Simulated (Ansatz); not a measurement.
**Al8O11: density, localisation and related maps**

Input file:

```
crystal:
  lattice:
    - [-2.37448, -4.155431, 0.012605]
    - [2.410488, -1.392692, -4.369272]
    - [4.785366, -2.804547, 4.35578]
  atoms:
    - { symbol: Al, position: [0.4984641625, 0.7960030074, 0.8514772361] }
    - { symbol: Al, position: [0.0056149849, 0.2947656614, 0.3540460838] }
    - { symbol: Al, position: [0.4959486377, 0.2047507488, 0.6480740366] }
    - { symbol: Al, position: [0.0040293212, 0.7093216102, 0.1483547685] }
    - { symbol: Al, position: [0.5214697157, 0.2139267467, 0.1411113244] }
    - { symbol: Al, position: [0.9993936233, 0.699762163, 0.6476621617] }
    - { symbol: Al, position: [0.499265378, 0.7990193215, 0.3496748764] }
    - { symbol: Al, position: [0.9870294982, 0.2944207537, 0.8663573404] }
    - { symbol: O, position: [0.3438070159, 0.1514972119, 0.9029377159] }
    - { symbol: O, position: [0.8457848842, 0.6497432257, 0.3988483653] }
    - { symbol: O, position: [0.3450954837, 0.8466615491, 0.5951051863] }
    - { symbol: O, position: [0.3051612963, 0.499520666, 0.2462576002] }
    - { symbol: O, position: [0.8035473624, 0.9977726528, 0.7483505496] }
    - { symbol: O, position: [0.6552953392, 0.8428979726, 0.0952365673] }
    - { symbol: O, position: [0.152174272, 0.3484955902, 0.5969141313] }
    - { symbol: O, position: [0.1503956408, 0.6527282292, 0.9034907423] }
    - { symbol: O, position: [0.6556717571, 0.1530376848, 0.4012758293] }
    - { symbol: O, position: [0.690342666, 0.4994870275, 0.749865095] }
    - { symbol: O, position: [0.1954704974, 0.0018988823, 0.2486010583] }
basis:
  ecutwfc: 420
kpoints:
  mp_grid: { grid: [5, 5, 3] }
hamiltonian:
  xc: pbe
scf:
  occupations: { method: gaussian, width: 0.02 }
  n_extra_bands: 9
output:
  forces: true
  stress: true
  eigenvalues: true
  populations: true
  dos:
    method: { smearing: { sigma: 0.1, scheme: gaussian } }
    projected: true
    de: 0.02
  write_density: true
  write_potential: true
  elf: true
  volumetric_format: npy
```

Run with:

```sh
ansatz run input.yaml --threads 4 --pin off --max-ram 9216MiB --backend cpu --events-out ev --progress --plain --runs-dir out
```

Below, planes, directions and counts refer to the conventional cell (a = 4.79 Å, b = 5.18 Å, c = 7.05 Å, α = 95.64°, β = 90.59°, γ = 90.02°).

Space group P1; a generated structure, not necessarily the stable one.

The calculation used DFT PBE, scalar-relativistic, plane waves, PAW in Ansatz 0.2.0.

In a PAW calculation such maps are meaningful between the atoms, not at the nuclei.

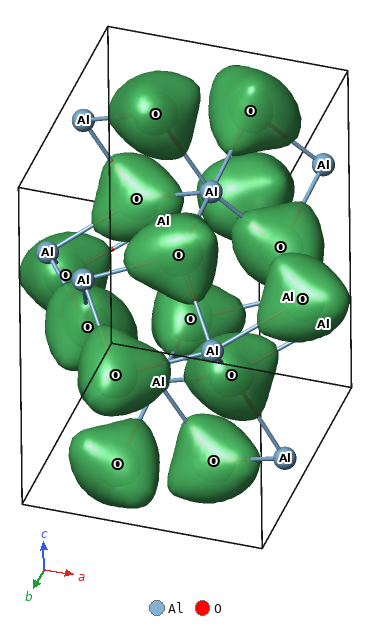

Figure 1. Isosurface of the electron localisation function at 0.75 (green), seen at an oblique angle. Core shells and regions of very low density are left out. Sticks mark near contacts.

Q: Where are the electrons localised?

A: At this value the surface marks out eleven regions on O in which the atom's valence shell and bonds are merged and one pocket between the atoms, centred on no nucleus (multi-centre or interstitial), counted in one cell of 19 atoms. Regions shared between cells count once. Along the contacts the grid gives the following. Al–O (1.85 Å): the ELF peaks at about 0.85 in the valence shell of O, 0.7 Å from its nucleus, and is about 0.80 at the midpoint. Al–O (1.89 Å): the ELF peaks at about 0.85 in the valence shell of O, 0.7 Å from its nucleus, and is about 0.80 at the midpoint.

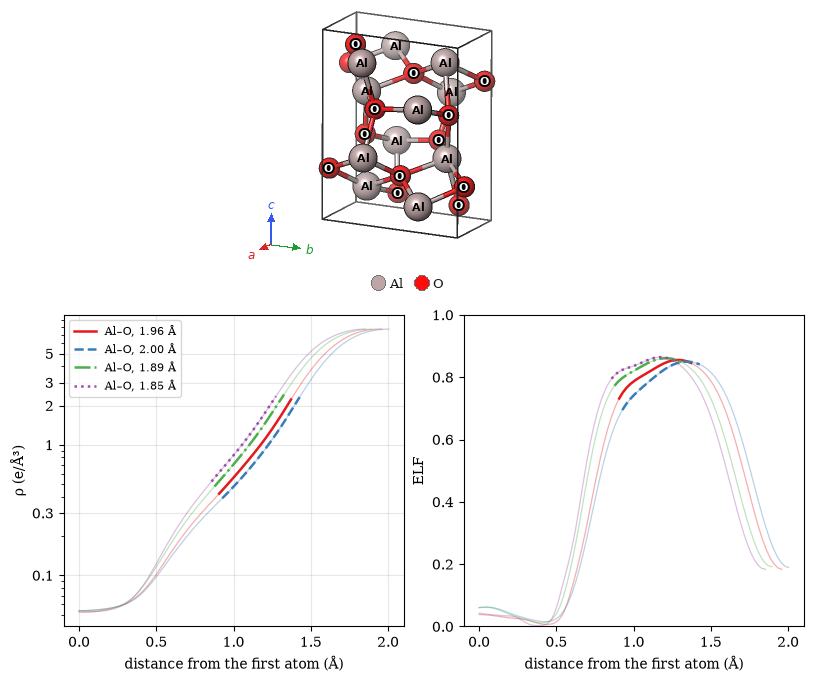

Figure 2. Valence charge density (pseudo) and ELF along straight lines between neighbouring atoms. Thin, pale parts lie inside the atomic spheres. The structure is drawn too.

Q: What can be read from the curves?

A: Al–O (1.96 Å): ρ is about 0.53 e/Å³ halfway; the ELF peaks at about 0.85 in the valence shell of O, 0.7 Å from its nucleus, and is about 0.80 at the midpoint.
Al–O (2.00 Å): ρ is about 0.48 e/Å³ halfway; the ELF peaks at about 0.85 in the valence shell of O, 0.7 Å from its nucleus, and is about 0.75 at the midpoint.
Al–O (1.89 Å): the density is about 0.6 e/Å³ at the midpoint; the ELF peaks at about 0.85 in the valence shell of O, 0.7 Å from its nucleus, and is about 0.80 at the midpoint.
Al–O (1.85 Å): ρ is about 0.66 e/Å³ halfway; the ELF peaks at about 0.85 in the valence shell of O, 0.7 Å from its nucleus, and is about 0.80 at the midpoint.

Q: Metal or insulator at this level of theory?

A: It is gapped, with a Kohn–Sham gap of 3.6 eV on the k-point mesh (the band edges may lie off the mesh, which would make the gap smaller).
